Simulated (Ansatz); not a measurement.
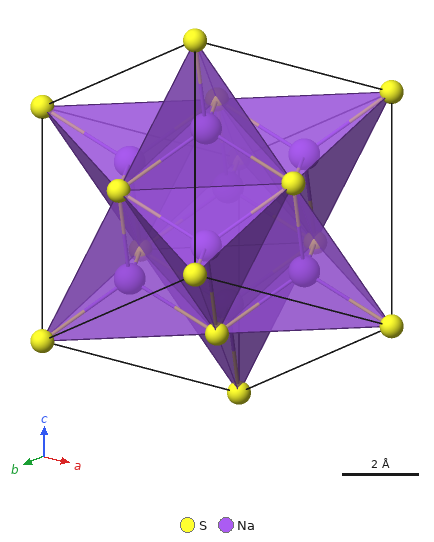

*The structure as given in the input (polyhedral view of the cell 4 times as large as that of the calculation, set on its symmetry axes, seen at an oblique angle; polyhedra are completed across the faces of the cell).*

Geometry relaxation of Na2S (part 1 of 2)

Na2S (3 atoms in the cell), computed with DFT with LDA, PAW plane waves, no spin polarisation (Ansatz 0.2.0).

The structure derives from an entry of the Crystallography Open Database.

The input
```yaml
crystal:
  lattice:
    - [0.0, 3.30473359, 3.30473359]
    - [3.30473359, 0.0, 3.30473359]
    - [3.30473359, 3.30473359, 0.0]
  atoms:
    - { symbol: S, position: [0.0, 0.0, 0.0] }
    - { symbol: Na, position: [0.25, 0.25, 0.25] }
    - { symbol: Na, position: [0.75, 0.75, 0.75] }
  symmetry: { tolerance: 0.0003 }
kpoints:
  mp_grid: { grid: [8, 8, 8], shift: [0, 0, 0] }
magnetization:
  spin_polarized: false
scf:
  occupations: { method: cold, width: 0.1023 }
  lower_state_search: "off"
hamiltonian:
  pseudopotentials: { kind: paw }
  xc: lda
basis:
  ecutwfc: 420
  fft_grid_basis: typed
relax:
  max_steps: 40
  cell: { p_target: 20.0 }
output:
  forces: true
  stress: true
  eigenvalues: true
  bader: true
  populations: true
  elf: true
  write_potential: true
  volumetric_format: npy
  dos:
    e_range: [-12, 8]
    de: 0.05
    projected: { site_lists: { Na: [Na], S: [S] } }
  write_density: true
checkpoint:
  read: saved_state
```

Hardware: 2 threads of Arm Neoverse V1, 24 GiB of memory available, shared host.

Launched with:
```bash
ansatz run input.yaml --threads 2 --pin off --max-ram 2560MiB --backend cpu --events-out ev --progress --plain --runs-dir out
```

Output
```
Engine: ansatz 0.2.0, aarch64-unknown-linux-gnu
Pseudopotentials: kind: paw
Pseudopotential: S, paw, valence charge 6, recommended cutoff 420 eV (normal), S.paw.azcp
Pseudopotential: Na, paw, valence charge 9, recommended cutoff 420 eV (normal), Na.paw.azcp
Functional definition: SPW92
  exchange = slater_x
  correlation = pw_c
Crystal: 3 atoms, lattice volume = 72.184 Å³
Basis set: ecut = 420 eV, 1411 PW (Γ)
Bands: 16, of which v1, the nominal top of the filled ones, is band 12 counted from 1 (11 counted from 0)
Symmetry: 48 space group operations
Space group: Fm-3m (ITA 225), of the structure as read, at distance tolerance 1.2e-3 Å
k-points: 29 of 512
Non-local potential: S, projectors of the file, l = 0: 2, l = 1: 2, l = 2: 2
Non-local potential: Na, projectors of the file, l = 0: 3, l = 1: 2, l = 2: 1
PAW form: soft (Blöchl's): semilocal exchange-correlation on the pseudo side does not see the compensation charge
PAW frozen core: S, regenerated for the run's functional, and the local potential with it (the file was generated under x = pbe(κ = 0.804, μ = 0.2195149727645171), c = pbe(β = 0.06672455060314922))
PAW frozen core: Na, regenerated for the run's functional, and the local potential with it (the file was generated under x = pbe(κ = 0.804, μ = 0.2195149727645171), c = pbe(β = 0.06672455060314922))
PAW one-centre angular grid: S, 110 points (default); XC on 64 Gauss nodes
PAW one-centre angular grid: Na, 110 points (default); XC on 64 Gauss nodes
Initial density: read from a saved state, or passed on in memory by an earlier SCF of this step, an earlier step, the calling program or the single point that the run made first
Initial wavefunctions: pseudopotential atomic-orbital guess
Functional: x = slater, c = lda
iter 1 solved again at ethr=4.78e-6 eV; its pass at ethr=3.10e-3 eV (dr2=1.15e-3 eV) is discarded
SCF iter   1: F=—  HF=-3806.006172 eV  |F-HF|=—  |Δ(HF+E_count)|=         —  Δρ=3.87e-4  dr2=1.19e-4  ethr=4.78e-6  ⟨swp⟩=2.8  Hψ=3241  notcnv=0
preconditioner: auto → none  [insulator: Δε(μ)=2.154 eV  Ē_g=9.256 eV  σ=0.102 eV  W_gap=1.00  n_scr=14 (ndim 8)  ℏωp=12.4 eV  f_vac=0.104  D(μ)=-0.00/eV (n_scr^D=0)  ε∞_Penn≈2.8]
SCF iter   2: F=—  HF=-3806.006186 eV  |F-HF|=—  |Δ(HF+E_count)|=   1.41e-5  S|Δr|=    0.00e0  Δρ=1.74e-4  dr2=1.88e-5  ethr=4.96e-7  ⟨swp⟩=2.1  Hψ=757  notcnv=0
SCF iter   3: F=—  HF=-3806.006190 eV  |F-HF|=—  |Δ(HF+E_count)|=   3.60e-6  S|Δr|=    0.00e0  Δρ=8.66e-5  dr2=2.15e-6  ethr=7.84e-8  ⟨swp⟩=2.0  Hψ=575  notcnv=0
SCF iter   4: F=—  HF=-3806.006198 eV  |F-HF|=—  |Δ(HF+E_count)|=   7.68e-6  S|Δr|=    0.00e0  Δρ=2.01e-5  dr2=1.40e-7  ethr=8.97e-9  ⟨swp⟩=2.0  Hψ=551  notcnv=0
SCF iter   5: F=-3806.006198 eV  HF=-3806.006198 eV  |F-HF|=1.25e-9  |Δ(HF+E_count)|=   4.28e-7  S|Δr|=    0.00e0  Δρ=1.14e-6  dr2=5.17e-10  ethr=4.17e-10  ⟨swp⟩=8.1  Hψ=2859  notcnv=0
SCF 1 converged in 5 iterations: F = -3806.006198 eV  dr2 = 5.17e-10
  greatest PAW one-centre occupation: 0.999 electrons in one spin orbital (limit 2), on the Na atom at site 2 (counted from 0), in its partial waves of l = 0
relax step   1: F+E_penalty+E_count = -3806.00619810 eV  Δ(F+E_penalty+E_count) = +0.000e0 eV  max|allowed force component| = 6.168e-18 eV/Å  Δτ_max = 0.0000 Å  P = -2.787 GPa  Ω = 72.184 Å³  (5 SCF iters, dr2 threshold 1.00e-7 eV, accepted)
Crystal: 3 atoms, lattice volume = 62.133 Å³
Basis set: ecut = 420 eV, 1243 PW (Γ)
Initial density: handed on by an earlier stage of this run
Initial wavefunctions: those handed on with the density
iter 1 solved again at ethr=3.51e-5 eV; its pass at ethr=3.10e-3 eV (dr2=8.44e-3 eV) is discarded
SCF iter   1: F=—  HF=-3806.061649 eV  |F-HF|=—  |Δ(HF+E_count)|=         —  Δρ=2.91e-3  dr2=8.31e-3  ethr=3.51e-5  ⟨swp⟩=1.0  Hψ=2758  notcnv=0
preconditioner: auto → none  [insulator: Δε(μ)=2.670 eV  Ē_g=9.911 eV  σ=0.102 eV  W_gap=1.00  n_scr=14 (ndim 8)  ℏωp=13.3 eV  f_vac=0.061  D(μ)=0.00/eV (n_scr^D=0)  ε∞_Penn≈2.8]
SCF iter   2: F=—  HF=-3806.059796 eV  |F-HF|=—  |Δ(HF+E_count)|=   1.85e-3  S|Δr|=    0.00e0  Δρ=1.18e-3  dr2=9.63e-4  ethr=3.46e-5  ⟨swp⟩=3.0  Hψ=782  notcnv=0
SCF iter   3: F=—  HF=-3806.059862 eV  |F-HF|=—  |Δ(HF+E_count)|=   6.64e-5  S|Δr|=    0.00e0  Δρ=5.33e-4  dr2=2.03e-4  ethr=4.01e-6  ⟨swp⟩=2.0  Hψ=547  notcnv=0
SCF iter   4: F=—  HF=-3806.059882 eV  |F-HF|=—  |Δ(HF+E_count)|=   1.97e-5  S|Δr|=    0.00e0  Δρ=9.44e-5  dr2=6.88e-6  ethr=8.47e-7  ⟨swp⟩=2.0  Hψ=554  notcnv=0
SCF iter   5: F=-3806.059881 eV  HF=-3806.059881 eV  |F-HF|=2.97e-8  |Δ(HF+E_count)|=   7.38e-7  S|Δr|=    0.00e0  Δρ=1.07e-5  dr2=4.64e-8  ethr=1.25e-9  ⟨swp⟩=6.1  Hψ=2850  notcnv=0
SCF 2 converged in 5 iterations: F = -3806.059881 eV  dr2 = 4.64e-8
relax step   2: F+E_penalty+E_count = -3806.05988100 eV  Δ(F+E_penalty+E_count) = -5.368e-2 eV  max|allowed force component| = 3.701e-17 eV/Å  Δτ_max = 0.0000 Å  P = +1.692 GPa  Ω = 62.133 Å³  energy of the carried Pulay correction = +2.023e-4 eV  (5 SCF iters, dr2 threshold 3.00e-7 eV, accepted)
Crystal: 3 atoms, lattice volume = 53.062 Å³
Basis set: ecut = 420 eV, 1037 PW (Γ)
iter 1 solved again at ethr=8.03e-5 eV; its pass at ethr=3.10e-3 eV (dr2=1.93e-2 eV) is discarded
SCF iter   1: F=—  HF=-3805.748574 eV  |F-HF|=—  |Δ(HF+E_count)|=         —  Δρ=4.50e-3  dr2=1.90e-2  ethr=8.03e-5  ⟨swp⟩=1.0  Hψ=2770  notcnv=0
preconditioner: auto → none  [insulator: Δε(μ)=3.340 eV  Ē_g=21.773 eV  σ=0.102 eV  W_gap=1.00  n_scr=14 (ndim 8)  ℏωp=22.8 eV  f_vac=0.037  D(μ)=0.00/eV (n_scr^D=0)  ε∞_Penn≈2.1]
SCF iter   2: F=—  HF=-3805.743096 eV  |F-HF|=—  |Δ(HF+E_count)|=   5.48e-3  S|Δr|=    0.00e0  Δρ=1.47e-3  dr2=1.11e-3  ethr=7.91e-5  ⟨swp⟩=2.0  Hψ=580  notcnv=0
SCF iter   3: F=—  HF=-3805.743039 eV  |F-HF|=—  |Δ(HF+E_count)|=   5.61e-5  S|Δr|=    0.00e0  Δρ=6.71e-4  dr2=2.14e-4  ethr=4.64e-6  ⟨swp⟩=2.0  Hψ=573  notcnv=0
SCF iter   4: F=—  HF=-3805.743094 eV  |F-HF|=—  |Δ(HF+E_count)|=   5.41e-5  S|Δr|=    0.00e0  Δρ=2.84e-4  dr2=4.12e-5  ethr=8.93e-7  ⟨swp⟩=1.9  Hψ=696  notcnv=0
SCF iter   5: F=—  HF=-3805.743093 eV  |F-HF|=—  |Δ(HF+E_count)|=   7.95e-7  S|Δr|=    0.00e0  Δρ=5.52e-5  dr2=1.54e-6  ethr=1.72e-7  ⟨swp⟩=2.7  Hψ=800  notcnv=0
SCF iter   6: F=-3805.743093 eV  HF=-3805.743093 eV  |F-HF|=3.54e-10  |Δ(HF+E_count)|=   1.69e-7  S|Δr|=    0.00e0  Δρ=5.59e-6  dr2=1.46e-8  ethr=1.25e-9  ⟨swp⟩=8.9  Hψ=3281  notcnv=0
SCF 3 converged in 6 iterations: F = -3805.743093 eV  dr2 = 1.46e-8
  Residual-converged pass: ⟨swp⟩=1.0  Hψ=580  notcnv=0  max |occ|·‖R‖ = 7.0e-9 eV (tolerance 1.0e-8 eV)  dr2=1.46e-8  dr2_onsite=3.28e-9  max |Δocc| = 5.9e-120
relax step   3: F+E_penalty+E_count = -3805.74309292 eV  Δ(F+E_penalty+E_count) = +3.168e-1 eV  max|allowed force component| = 2.313e-17 eV/Å  Δτ_max = 0.0000 Å  P = +10.657 GPa  Ω = 53.062 Å³  energy of the carried Pulay correction = +4.129e-4 eV  (6 SCF iters, dr2 threshold 3.00e-7 eV, accepted)
Crystal: 3 atoms, lattice volume = 46.085 Å³
Basis set: ecut = 420 eV, 893 PW (Γ)
iter 1 solved again at ethr=1.27e-4 eV; its pass at ethr=3.10e-3 eV (dr2=3.04e-2 eV) is discarded
SCF iter   1: F=—  HF=-3805.018903 eV  |F-HF|=—  |Δ(HF+E_count)|=         —  Δρ=6.09e-3  dr2=3.02e-2  ethr=1.27e-4  ⟨swp⟩=1.0  Hψ=2763  notcnv=0
preconditioner: auto → none  [insulator: Δε(μ)=3.743 eV  Ē_g=22.233 eV  σ=0.102 eV  W_gap=1.00  n_scr=14 (ndim 8)  ℏωp=24.5 eV  f_vac=0.023  D(μ)=0.00/eV (n_scr^D=0)  ε∞_Penn≈2.2]
SCF iter   2: F=—  HF=-3805.008759 eV  |F-HF|=—  |Δ(HF+E_count)|=   1.01e-2  S|Δr|=    0.00e0  Δρ=1.61e-3  dr2=9.26e-4  ethr=1.26e-4  ⟨swp⟩=2.0  Hψ=684  notcnv=0
SCF iter   3: F=—  HF=-3805.008657 eV  |F-HF|=—  |Δ(HF+E_count)|=   1.02e-4  S|Δr|=    0.00e0  Δρ=6.83e-4  dr2=1.54e-4  ethr=3.86e-6  ⟨swp⟩=2.1  Hψ=604  notcnv=0
SCF iter   4: F=—  HF=-3805.008704 eV  |F-HF|=—  |Δ(HF+E_count)|=   4.68e-5  S|Δr|=    0.00e0  Δρ=2.18e-4  dr2=1.53e-5  ethr=6.40e-7  ⟨swp⟩=1.0  Hψ=464  notcnv=0
SCF iter   5: F=-3805.008705 eV  HF=-3805.008705 eV  |F-HF|=3.21e-8  |Δ(HF+E_count)|=   7.66e-7  S|Δr|=    0.00e0  Δρ=2.73e-5  dr2=2.12e-7  ethr=1.25e-9  ⟨swp⟩=7.0  Hψ=2962  notcnv=0
SCF 4 converged in 5 iterations: F = -3805.008705 eV  dr2 = 2.12e-7
  greatest PAW one-centre occupation: 1.000 electrons in one spin orbital (limit 2), on the Na atom at site 2 (counted from 0), in its partial waves of l = 1
relax step   4: F+E_penalty+E_count = -3805.00870457 eV  Δ(F+E_penalty+E_count) = +7.344e-1 eV  max|allowed force component| = 1.049e-16 eV/Å  Δτ_max = 0.0000 Å  P = +24.566 GPa  Ω = 46.085 Å³  energy of the carried Pulay correction = +5.968e-4 eV  (5 SCF iters, dr2 threshold 3.00e-7 eV, accepted)
Crystal: 3 atoms, lattice volume = 48.164 Å³
Basis set: ecut = 420 eV, 941 PW (Γ)
iter 1 solved again at ethr=1.82e-5 eV; its pass at ethr=3.10e-3 eV (dr2=4.37e-3 eV) is discarded
SCF iter   1: F=—  HF=-3805.294444 eV  |F-HF|=—  |Δ(HF+E_count)|=         —  Δρ=2.20e-3  dr2=4.28e-3  ethr=1.82e-5  ⟨swp⟩=1.0  Hψ=2700  notcnv=0
preconditioner: auto → none  [insulator: Δε(μ)=3.580 eV  Ē_g=22.035 eV  σ=0.102 eV  W_gap=1.00  n_scr=14 (ndim 8)  ℏωp=23.9 eV  f_vac=0.054  D(μ)=-0.00/eV (n_scr^D=0)  ε∞_Penn≈2.2]
SCF iter   2: F=—  HF=-3805.293044 eV  |F-HF|=—  |Δ(HF+E_count)|=   1.40e-3  S|Δr|=    0.00e0  Δρ=5.89e-4  dr2=1.36e-4  ethr=1.78e-5  ⟨swp⟩=2.0  Hψ=580  notcnv=0
SCF iter   3: F=—  HF=-3805.293022 eV  |F-HF|=—  |Δ(HF+E_count)|=   2.20e-5  S|Δr|=    0.00e0  Δρ=2.35e-4  dr2=1.94e-5  ethr=5.67e-7  ⟨swp⟩=2.0  Hψ=580  notcnv=0
SCF iter   4: F=—  HF=-3805.293028 eV  |F-HF|=—  |Δ(HF+E_count)|=   5.43e-6  S|Δr|=    0.00e0  Δρ=5.81e-5  dr2=1.11e-6  ethr=8.08e-8  ⟨swp⟩=1.0  Hψ=464  notcnv=0
SCF iter   5: F=-3805.293028 eV  HF=-3805.293028 eV  |F-HF|=6.02e-9  |Δ(HF+E_count)|=   1.52e-7  S|Δr|=    0.00e0  Δρ=5.79e-6  dr2=7.85e-9  ethr=1.25e-9  ⟨swp⟩=8.6  Hψ=3288  notcnv=0
SCF 5 converged in 5 iterations: F = -3805.293028 eV  dr2 = 7.85e-9
  Residual-converged pass: ⟨swp⟩=1.0  Hψ=580  notcnv=0  max |occ|·‖R‖ = 7.1e-9 eV (tolerance 1.0e-8 eV)  dr2=7.85e-9  dr2_onsite=1.55e-9  max |Δocc| = 3.0e-146
relax step   5: F+E_penalty+E_count = -3805.29302786 eV  Δ(F+E_penalty+E_count) = -2.843e-1 eV  max|allowed force component| = 6.322e-17 eV/Å  Δτ_max = 0.0000 Å  P = +19.448 GPa  Ω = 48.164 Å³  energy of the carried Pulay correction = +5.398e-4 eV  (5 SCF iters, dr2 threshold 3.00e-7 eV, accepted)
Crystal: 3 atoms, lattice volume = 47.923 Å³
iter 1 solved again at ethr=2.07e-7 eV; its pass at ethr=3.10e-3 eV (dr2=4.98e-5 eV) is discarded
SCF iter   1: F=—  HF=-3805.263437 eV  |F-HF|=—  |Δ(HF+E_count)|=         —  Δρ=2.35e-4  dr2=4.87e-5  ethr=2.07e-7  ⟨swp⟩=2.1  Hψ=2602  notcnv=0
preconditioner: auto → none  [insulator: Δε(μ)=3.635 eV  Ē_g=22.062 eV  σ=0.102 eV  W_gap=1.00  n_scr=14 (ndim 8)  ℏωp=24.0 eV  f_vac=0.046  D(μ)=-0.00/eV (n_scr^D=0)  ε∞_Penn≈2.2]
SCF iter   2: F=—  HF=-3805.263421 eV  |F-HF|=—  |Δ(HF+E_count)|=   1.60e-5  S|Δr|=    0.00e0  Δρ=6.26e-5  dr2=1.55e-6  ethr=2.03e-7  ⟨swp⟩=2.0  Hψ=580  notcnv=0
SCF iter   3: F=-3805.263420 eV  HF=-3805.263420 eV  |F-HF|=4.73e-8  |Δ(HF+E_count)|=   2.81e-7  S|Δr|=    0.00e0  Δρ=2.50e-5  dr2=2.27e-7  ethr=1.25e-9  ⟨swp⟩=9.0  Hψ=3682  notcnv=0
SCF 6 converged in 3 iterations: F = -3805.263420 eV  dr2 = 2.27e-7
  Residual-converged pass: ⟨swp⟩=1.0  Hψ=580  notcnv=0  max |occ|·‖R‖ = 7.0e-9 eV (tolerance 1.0e-8 eV)  dr2=2.27e-7  dr2_onsite=4.51e-8  max |Δocc| = 3.8e-149
  greatest PAW one-centre occupation: 0.999 electrons in one spin orbital (limit 2), on the Na atom at site 2 (counted from 0), in its partial waves of l = 1
relax step   6: F+E_penalty+E_count = -3805.26342030 eV  Δ(F+E_penalty+E_count) = +2.961e-2 eV  max|allowed force component| = 6.476e-17 eV/Å  Δτ_max = 0.0000 Å  P = +19.990 GPa  Ω = 47.923 Å³  energy of the carried Pulay correction = +5.463e-4 eV  (3 SCF iters, dr2 threshold 3.00e-7 eV, accepted)
Initial wavefunctions: pseudopotential atomic-orbital guess (no wavefunctions were taken with the density)
iter 1 solved again at ethr=3.31e-7 eV; its pass at ethr=3.10e-3 eV (dr2=7.94e-5 eV) is discarded
SCF iter   1: F=—  HF=-3805.262173 eV  |F-HF|=—  |Δ(HF+E_count)|=         —  Δρ=2.63e-4  dr2=3.70e-6  ethr=3.31e-7  ⟨swp⟩=3.0  Hψ=3426  notcnv=0
preconditioner: auto → none  [insulator: Δε(μ)=3.629 eV  Ē_g=22.061 eV  σ=0.102 eV  W_gap=1.00  n_scr=14 (ndim 8)  ℏωp=24.0 eV  f_vac=0.048  D(μ)=-0.00/eV (n_scr^D=0)  ε∞_Penn≈2.2]
SCF iter   2: F=—  HF=-3805.262176 eV  |F-HF|=—  |Δ(HF+E_count)|=   2.57e-6  S|Δr|=    0.00e0  Δρ=1.25e-4  dr2=7.94e-7  ethr=1.54e-8  ⟨swp⟩=2.0  Hψ=711  notcnv=0
SCF iter   3: F=—  HF=-3805.262174 eV  |F-HF|=—  |Δ(HF+E_count)|=   2.10e-6  S|Δr|=    0.00e0  Δρ=1.97e-5  dr2=3.18e-8  ethr=3.31e-9  ⟨swp⟩=1.0  Hψ=464  notcnv=0
SCF iter   4: F=—  HF=-3805.262174 eV  |F-HF|=—  |Δ(HF+E_count)|=   1.26e-8  S|Δr|=    0.00e0  Δρ=1.69e-6  dr2=1.61e-9  ethr=1.33e-10  ⟨swp⟩=2.0  Hψ=746  notcnv=0
SCF iter   5: F=-3805.262174 eV  HF=-3805.262174 eV  |F-HF|=2.73e-12  |Δ(HF+E_count)|=  4.79e-10  S|Δr|=    0.00e0  Δρ=2.72e-7  dr2=1.05e-11  ethr=1.00e-12  ⟨swp⟩=4.0  Hψ=2024  notcnv=0
SCF 7 converged in 5 iterations: F = -3805.262174 eV  dr2 = 1.05e-11
relax step   7: F+E_penalty+E_count = -3805.26217355 eV  Δ(F+E_penalty+E_count) = +1.247e-3 eV  max|allowed force component| = 8.635e-17 eV/Å  Δτ_max = 0.0000 Å  P = +19.993 GPa  Ω = 47.923 Å³  stress off target by 7.29e-3 GPa  SCF on the basis re-selected at this cell (its energy is not comparable with the rows above)  (5 SCF iters)
```

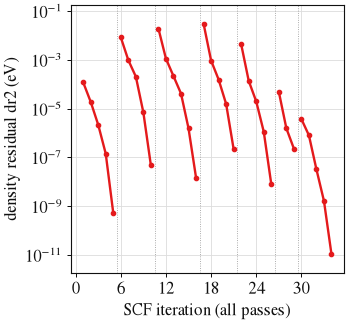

*Convergence of the self-consistent field: density residual dr2 against the SCF iteration. The dotted lines part the SCF passes of the relaxation: geometry steps, rejected trials and re-solves on a re-selected basis.*

The 7 passes take 3 to 6 iterations each, 34 in all.
